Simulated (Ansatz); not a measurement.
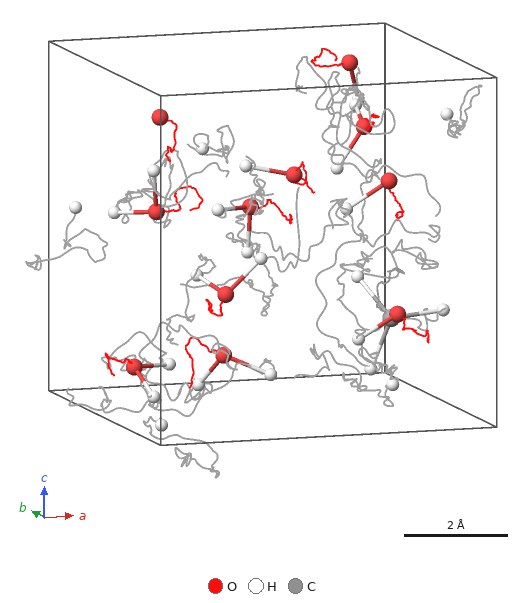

A Born-Oppenheimer molecular dynamics run of a periodic cell with 10 H2O + 1 CH3OH at 1.067 g/cm³, 150 fs long. Lines trace each atom's path, in the colour of its element; spheres stand at the starting positions. Seen slightly off an axis in the simulation cell.

Level of theory: DFT PBE-D3(BJ), scalar-relativistic, plane waves, PAW (Ansatz). Settings: plane-wave cutoff 420 eV; k-point mesh 1 × 1 × 1; Fermi-Dirac smearing 0.05 eV; low-accuracy preset; Langevin thermostat (NVT); set temperature 1500 K; time step 0.5 fs; friction 0.02 per fs.

Q: How do the atoms move?

A: In the second half of the run the atoms are, in the root-mean-square, this far from where they began (common drift taken out): H 1.42 Å, C 0.90 Å, O 0.71 Å. The heavy atoms stay within a fraction of a molecule's size of their starting places; so short a run doesn't tell a liquid from a solid. The mean temperature in the second half is 1371 K (standard deviation 204 K). The potential energy in the second half lies on average 171 meV per atom above the first frame.

Limits of the set-up: the program's low-accuracy preset was used; the periodic images lie only 6.9 Å apart, so the values are limited by the cell's size.

The run took 10 min on 1 thread of Arm Neoverse V1, with other jobs on the host, peak memory 0.39 GiB.
